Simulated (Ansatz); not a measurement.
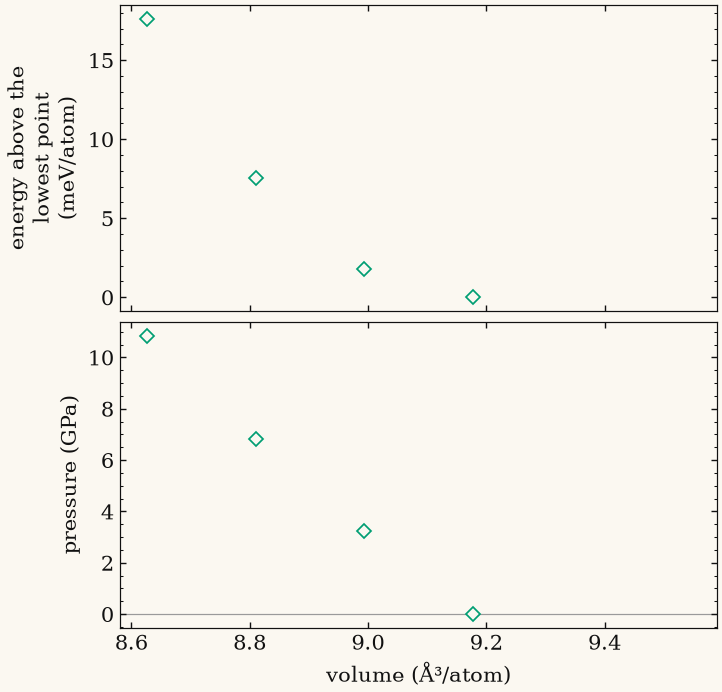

The plot gives the computed energy above the lowest point and pressure against volume for Cu₂O₅, space group Pn-3m (No. 224) (one of a set of cubic test structures, which need not be the stable phase).

How it was computed, with Ansatz 0.2.0 development build: equation of state of a cubic crystal from periodic Kohn-Sham density functional theory without spin, third-order Birch-Murnaghan fit to the free energies; pressure corrected for the finite basis. Level: PBE.

- structure type: cubic X2O5
- atoms in cell: 14
- space group number: 224
- lattice centring: simple cubic
- k mesh: 11×11×11
- occupation method: Fermi–Dirac
- occupation width: 0.06123 eV
- wave cutoff: 700 eV
- datasets: hard PAW
- density tolerance: 1e−09 eV
- bands: 82
- density cutoff ratio: 4
- search for lower states: default

The point at volume 9.5445 Å³/atom is left out of the plot. What does the calculation give there?

```
volume (Å³/atom)  energy above the lowest point (meV/atom)  pressure (GPa)
          9.5445                                       6.4            -5.4
```

Note: cubic model structure, not the ambient form; modest k-mesh, values are not fully converged in k; no spin polarisation, a magnetic state may lie lower.
